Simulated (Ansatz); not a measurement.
## What a change does: single-point calculation on Ti

System: Ti (Fm-3m, 27 atoms in the cell).
Method of run A: DFT PBE, scalar-relativistic, plane waves, PAW, no spin polarisation (Ansatz 0.2.0).

The structure derives from an entry of the Crystallography Open Database. Text and figures count atoms from 1; the logs count them from 0 in places.

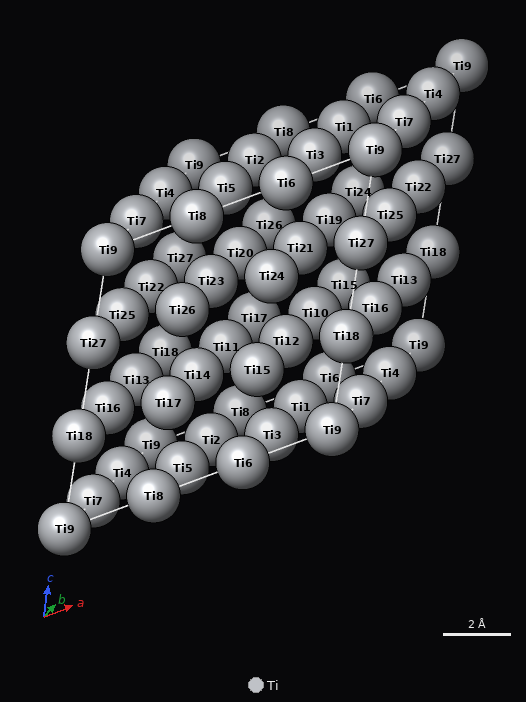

**Figure 1.** The structure (spheres-only view of the cell of the calculation, seen slightly off an axis; atoms are numbered from 1 in the order of the input). An atom can appear more than once, as a periodic image.

### Input file, run A
```yaml
crystal:
  lattice:
    - [0.0, 6.1680525689, -6.1680525689]
    - [-6.1680525689, 0.0, -6.1680525689]
    - [-6.1680525689, 6.1680525689, 0.0]
  atoms:
    - { symbol: Ti, position: [0.6666666667, 0.6666666667, 0.0] }
    - { symbol: Ti, position: [0.3333333333, 0.6666666667, 0.0] }
    - { symbol: Ti, position: [0.6666666667, 0.3333333333, 0.0] }
    - { symbol: Ti, position: [0.0, 0.6666666667, 0.0] }
    - { symbol: Ti, position: [0.3333333333, 0.3333333333, 0.0] }
    - { symbol: Ti, position: [0.6666666667, 0.0, 0.0] }
    - { symbol: Ti, position: [0.0, 0.3333333333, 0.0] }
    - { symbol: Ti, position: [0.3333333333, 0.0, 0.0] }
    - { symbol: Ti, position: [0.0, 0.0, 0.0] }
    - { symbol: Ti, position: [0.6666666667, 0.6666666667, 0.3333333333] }
    - { symbol: Ti, position: [0.3333333333, 0.6666666667, 0.3333333333] }
    - { symbol: Ti, position: [0.6666666667, 0.3333333333, 0.3333333333] }
    - { symbol: Ti, position: [0.0, 0.6666666667, 0.3333333333] }
    - { symbol: Ti, position: [0.3333333333, 0.3333333333, 0.3333333333] }
    - { symbol: Ti, position: [0.6666666667, 0.0, 0.3333333333] }
    - { symbol: Ti, position: [0.0, 0.3333333333, 0.3333333333] }
    - { symbol: Ti, position: [0.3333333333, 0.0, 0.3333333333] }
    - { symbol: Ti, position: [0.0, 0.0, 0.3333333333] }
    - { symbol: Ti, position: [0.6666666667, 0.6666666667, 0.6666666667] }
    - { symbol: Ti, position: [0.3333333333, 0.6666666667, 0.6666666667] }
    - { symbol: Ti, position: [0.6666666667, 0.3333333333, 0.6666666667] }
    - { symbol: Ti, position: [0.0, 0.6666666667, 0.6666666667] }
    - { symbol: Ti, position: [0.3333333333, 0.3333333333, 0.6666666667] }
    - { symbol: Ti, position: [0.6666666667, 0.0, 0.6666666667] }
    - { symbol: Ti, position: [0.0, 0.3333333333, 0.6666666667] }
    - { symbol: Ti, position: [0.3333333333, 0.0, 0.6666666667] }
    - { symbol: Ti, position: [0.0, 0.0, 0.6666666667] }
basis:
  ecutwfc: 420
  xc_grid: 2
kpoints:
  mp_grid: { grid: [4, 4, 4], shift: [0.0, 0.0, 0.0] }
hamiltonian:
  xc: pbe
scf:
  occupations: { method: gaussian, width: 0.1 }
output:
  forces: true
  stress: true
  eigenvalues: true
  write_density: true
  write_potential: true
  elf: true
  volumetric_format: npy
```

Launched with:
```bash
ansatz run input.yaml --threads 4 --pin off --max-ram 10240MiB --backend cpu --events-out ev --progress --plain --runs-dir out
```

Hardware: 4 threads of Arm Neoverse V2, 24 GiB of memory available, shared host.

### Output, shortened to warnings, some set-up lines, iterations and results (run A)
```
Basis set: ecut = 420 eV, 9257 PW (Γ), exchange–correlation on 120×120×120 points (8 copies of the dense FFT grid, shifted against one another)
Symmetry: 1296 space group operations
k-points: 8 of 64
Initial density: superposition of atomic densities (neutral atoms: chi_scale 0, normalization atom), corrected by the library's trained network
[...]
SCF iter   1: F=—  HF=-67489.529204 eV  |F-HF|=—  |Δ(HF+E_count)|=         —  Δρ=2.22e-3  dr2=6.68e-3  ethr=1.77e-3  ⟨swp⟩=5.2  Hψ=5874  notcnv=0
SCF iter   2: F=—  HF=-67489.524692 eV  |F-HF|=—  |Δ(HF+E_count)|=   4.51e-3  Δρ=1.30e-3  dr2=3.80e-3  ethr=2.06e-6  ⟨swp⟩=2.5  Hψ=3350  notcnv=0  defer=3
SCF iter   3: F=—  HF=-67489.528038 eV  |F-HF|=—  |Δ(HF+E_count)|=   3.35e-3  Δρ=3.76e-4  dr2=3.91e-4  ethr=1.17e-6  ⟨swp⟩=2.0  Hψ=2569  notcnv=0  defer=3
SCF iter   4: F=—  HF=-67489.527939 eV  |F-HF|=—  |Δ(HF+E_count)|=   9.90e-5  Δρ=1.44e-4  dr2=6.45e-5  ethr=1.21e-7  ⟨swp⟩=3.5  Hψ=3342  notcnv=0  defer=3
SCF iter   5: F=—  HF=-67489.527904 eV  |F-HF|=—  |Δ(HF+E_count)|=   3.43e-5  Δρ=3.68e-5  dr2=5.37e-6  ethr=1.99e-8  ⟨swp⟩=2.6  Hψ=2476  notcnv=0  defer=3
SCF iter   6: F=—  HF=-67489.527904 eV  |F-HF|=—  |Δ(HF+E_count)|=   8.14e-7  Δρ=5.06e-6  dr2=1.01e-7  ethr=1.66e-9  ⟨swp⟩=2.5  Hψ=2460  notcnv=0  defer=3
SCF iter   7: F=-67489.527904 eV  HF=-67489.527904 eV  |F-HF|=8.88e-10  |Δ(HF+E_count)|=   2.12e-9  Δρ=6.68e-7  dr2=8.75e-10  ethr=3.09e-11  ⟨swp⟩=12.8  Hψ=8539  notcnv=0
SCF 1 converged in 7 iterations: F = -67489.527904 eV  dr2 = 8.75e-10
SCF converged after 7 iterations
Free energy (F): -67489.527904 eV
Harris-Foulkes:  -67489.527904 eV  (|F-HF|=8.88e-10)
Internal energy: -67489.253868 eV  (E = F + TS)
E sigma→0 (E₀):  -67489.390886 eV
Entropy (-TS):   -0.274035 eV (-10.149 meV/atom)
Fermi energy:    13.259293 eV
--- Per-component energies (eV) ---
  E_band       = -4247.340037
  E_kinetic    = 7356.979494
  E_local      = -21957.937202  (includes V_loc(G=0)·N_el)
  E_nonlocal   = 219.669376
  E_hartree    = 9020.254969
  E_xc         = -2630.865439
  E_vxc        = -3291.328962  (∫ρ·V_xc dr)
  E_paw        = -28285.650370  (= ΣΔE_a)
  E_vpaw       = -4615.235286  (= ΣTr[D̂ρ^β])
  E_aug_tail   = 0.002812  (compensation charges beyond the density's cutoff)
  E_ewald      = -31211.707508
  E_smearing   = -0.274035  (= −TS)
  E_closure    = 0.000000  (closes the sum)
  Σ components = -67489.527904   (vs F -67489.527904, Δ=0.00e0)
--- Forces (eV/Å), atoms counted from 1 ---
  atom   1  Ti     0.00000000    -0.00000000    -0.00000000
  atom   2  Ti     0.00000000    -0.00000000    -0.00000000
  atom   3  Ti     0.00000000    -0.00000000     0.00000000
  atom   4  Ti     0.00000000    -0.00000000     0.00000000
  atom   5  Ti    -0.00000000     0.00000000     0.00000000
  atom   6  Ti     0.00000000     0.00000000    -0.00000000
  atom   7  Ti     0.00000000    -0.00000000     0.00000000
  atom   8  Ti     0.00000000    -0.00000000    -0.00000000
  atom   9  Ti     0.00000000    -0.00000000    -0.00000000
  atom  10  Ti    -0.00000000    -0.00000000     0.00000000
  atom  11  Ti    -0.00000000     0.00000000     0.00000000
  atom  12  Ti    -0.00000000    -0.00000000    -0.00000000
  atom  13  Ti    -0.00000000    -0.00000000     0.00000000
  atom  14  Ti    -0.00000000     0.00000000    -0.00000000
  atom  15  Ti    -0.00000000     0.00000000    -0.00000000
  atom  16  Ti     0.00000000    -0.00000000    -0.00000000
  atom  17  Ti    -0.00000000     0.00000000    -0.00000000
  atom  18  Ti    -0.00000000     0.00000000    -0.00000000
  atom  19  Ti     0.00000000    -0.00000000     0.00000000
  atom  20  Ti    -0.00000000    -0.00000000     0.00000000
  atom  21  Ti    -0.00000000    -0.00000000    -0.00000000
  atom  22  Ti    -0.00000000     0.00000000     0.00000000
  atom  23  Ti    -0.00000000     0.00000000     0.00000000
  atom  24  Ti     0.00000000    -0.00000000     0.00000000
  atom  25  Ti    -0.00000000    -0.00000000    -0.00000000
  atom  26  Ti     0.00000000     0.00000000     0.00000000
  atom  27  Ti    -0.00000000    -0.00000000    -0.00000000
  max |Σ_I F_I| component: 5.79e-27 eV/Å
--- Stress (GPa, compression-positive) ---
        0.047815       0.000000      -0.000000
       -0.000000       0.047815      -0.000000
[...]
```

The input of run B differs as follows (lines with − go, lines with + come):
```diff
+  convergence: { dr2_threshold: 0.0001 }
-  write_density: true
-  write_potential: true
-  elf: true
-  volumetric_format: npy
```

What does this change do to the results?

Both reach the same energy, so the change doesn't alter the result. The SCF takes 6 iterations against 7.

### Output, shortened to warnings, some set-up lines, iterations and results (run B)
```
Warning: scf.convergence.dr2_threshold = 1e-4 eV is looser than this run's default, which is 1e-7 eV or tighter. The error in the forces grows as the threshold's square root, so leave the key out unless less accurate forces are enough
Warning: output.stress: scf.convergence.dr2_threshold = 1e-4 eV is looser than the 2.7e-9 eV advised for a printed stress (1e-10 eV for each atom of the cell: 27). What an SCF threshold leaves in a stress goes as its square root, and in the free energy as the threshold itself, and one threshold admits the most on a small cell: of the crystals measured, under no hybrid functional and no lock of …
Basis set: ecut = 420 eV, 9257 PW (Γ), exchange–correlation on 120×120×120 points (8 copies of the dense FFT grid, shifted against one another)
Symmetry: 1296 space group operations
k-points: 8 of 64
Initial density: superposition of atomic densities (neutral atoms: chi_scale 0, normalization atom), corrected by the library's trained network
[...]
SCF iter   1: F=—  HF=-67489.529204 eV  |F-HF|=—  |Δ(HF+E_count)|=         —  Δρ=2.22e-3  dr2=6.68e-3  ethr=1.77e-3  ⟨swp⟩=5.2  Hψ=5874  notcnv=0
SCF iter   2: F=—  HF=-67489.525190 eV  |F-HF|=—  |Δ(HF+E_count)|=   4.01e-3  Δρ=1.30e-3  dr2=3.80e-3  ethr=2.06e-6  ⟨swp⟩=2.5  Hψ=3350  notcnv=0  defer=3
SCF iter   3: F=—  HF=-67489.527962 eV  |F-HF|=—  |Δ(HF+E_count)|=   2.77e-3  Δρ=3.76e-4  dr2=3.91e-4  ethr=1.17e-6  ⟨swp⟩=2.0  Hψ=2577  notcnv=0  defer=3
SCF iter   4: F=-67489.527887 eV  HF=-67489.527911 eV  |F-HF|=2.34e-5  |Δ(HF+E_count)|=   5.15e-5  Δρ=1.44e-4  dr2=6.46e-5  ethr=1.21e-7  ⟨swp⟩=3.5  Hψ=3374  notcnv=0  defer=3
SCF iter   5: F=-67489.527902 eV  HF=-67489.527904 eV  |F-HF|=2.11e-6  |Δ(HF+E_count)|=   6.29e-6  Δρ=3.67e-5  dr2=5.35e-6  ethr=1.99e-8  ⟨swp⟩=2.4  Hψ=2236  notcnv=0  defer=3
SCF iter   6: F=-67489.527904 eV  HF=-67489.527904 eV  |F-HF|=2.36e-9  |Δ(HF+E_count)|=   8.10e-7  Δρ=5.12e-6  dr2=1.02e-7  ethr=1.65e-9  ⟨swp⟩=6.4  Hψ=4993  notcnv=0
SCF 1 converged in 6 iterations: F = -67489.527904 eV  dr2 = 1.02e-7
SCF converged after 6 iterations
Free energy (F): -67489.527904 eV
Harris-Foulkes:  -67489.527904 eV  (|F-HF|=2.36e-9)
Internal energy: -67489.253869 eV  (E = F + TS)
E sigma→0 (E₀):  -67489.390886 eV
Entropy (-TS):   -0.274035 eV (-10.149 meV/atom)
Fermi energy:    13.259292 eV
--- Per-component energies (eV) ---
  E_band       = -4247.341232
  E_kinetic    = 7356.979635
  E_local      = -21957.935870  (includes V_loc(G=0)·N_el)
  E_nonlocal   = 219.668928
  E_hartree    = 9020.253994
  E_xc         = -2630.865484
  E_vxc        = -3291.329010  (∫ρ·V_xc dr)
  E_paw        = -28285.650376  (= ΣΔE_a)
  E_vpaw       = -4615.239019  (= ΣTr[D̂ρ^β])
  E_aug_tail   = 0.002812  (compensation charges beyond the density's cutoff)
  E_ewald      = -31211.707508
  E_smearing   = -0.274035  (= −TS)
  E_closure    = 0.000000  (closes the sum)
  Σ components = -67489.527904   (vs F -67489.527904, Δ=0.00e0)
--- Forces (eV/Å), atoms counted from 1 ---
  atom   1  Ti    -0.00000000    -0.00000000     0.00000000
  atom   2  Ti    -0.00000000    -0.00000000     0.00000000
  atom   3  Ti     0.00000000    -0.00000000    -0.00000000
  atom   4  Ti    -0.00000000    -0.00000000    -0.00000000
  atom   5  Ti     0.00000000    -0.00000000     0.00000000
  atom   6  Ti    -0.00000000     0.00000000    -0.00000000
  atom   7  Ti     0.00000000    -0.00000000    -0.00000000
  atom   8  Ti     0.00000000     0.00000000    -0.00000000
  atom   9  Ti    -0.00000000     0.00000000    -0.00000000
  atom  10  Ti     0.00000000    -0.00000000    -0.00000000
  atom  11  Ti     0.00000000     0.00000000    -0.00000000
  atom  12  Ti    -0.00000000    -0.00000000    -0.00000000
  atom  13  Ti    -0.00000000     0.00000000    -0.00000000
  atom  14  Ti     0.00000000    -0.00000000     0.00000000
  atom  15  Ti     0.00000000    -0.00000000     0.00000000
  atom  16  Ti     0.00000000    -0.00000000    -0.00000000
  atom  17  Ti     0.00000000    -0.00000000     0.00000000
  atom  18  Ti     0.00000000    -0.00000000     0.00000000
  atom  19  Ti    -0.00000000    -0.00000000     0.00000000
  atom  20  Ti    -0.00000000    -0.00000000     0.00000000
  atom  21  Ti     0.00000000     0.00000000     0.00000000
  atom  22  Ti     0.00000000    -0.00000000     0.00000000
  atom  23  Ti     0.00000000    -0.00000000    -0.00000000
  atom  24  Ti     0.00000000     0.00000000    -0.00000000
  atom  25  Ti     0.00000000    -0.00000000     0.00000000
  atom  26  Ti     0.00000000    -0.00000000    -0.00000000
  atom  27  Ti     0.00000000     0.00000000     0.00000000
  max |Σ_I F_I| component: 1.85e-23 eV/Å
--- Stress (GPa, compression-positive) ---
        0.047874       0.000000      -0.000000
       -0.000000       0.047874      -0.000000
[...]
```

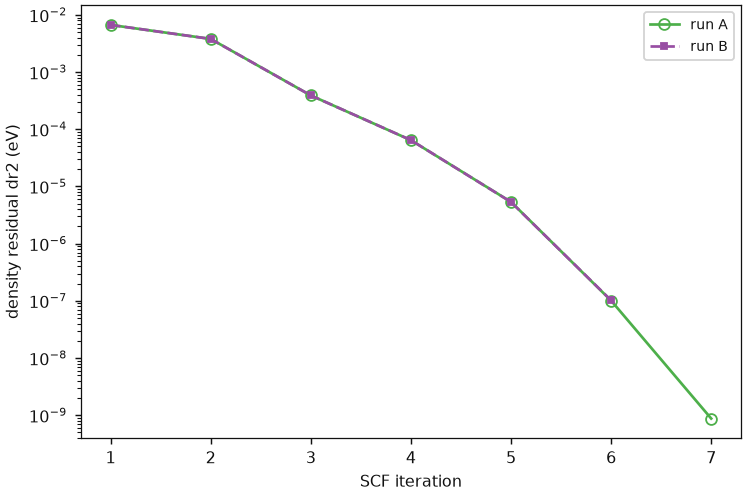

**Figure 2.** Convergence of the two runs: density residual dr2 against the SCF iteration. Run A takes 7 iterations in all, and run B takes 6.

### The two runs side by side

| quantity | run A | run B |
| --- | --- | --- |
| outcome | converged | converged |
| free energy per atom (eV) | −2499.6121 | −2499.6121 |
| energy per atom, smearing taken to zero (eV) | −2499.6071 | −2499.6071 |
| gap on the mesh (eV) | 0.00 | 0.00 |
| pressure (GPa) | 0.05 | 0.05 |
| largest force (eV/Å) | 0.000 | 0.000 |
| SCF iterations | 7 | 6 |
| irreducible k-points | 8 | 8 |
| plane waves at Γ | 9257 | 9257 |
| wall time (shared host) | 17 s | 12 s |

For run B: These settings are looser than, or depart from, a standard set-up, so the numbers are not reference values for this system. Warnings: the SCF threshold is loose for the printed forces; the SCF threshold is looser than advised for the printed stress.
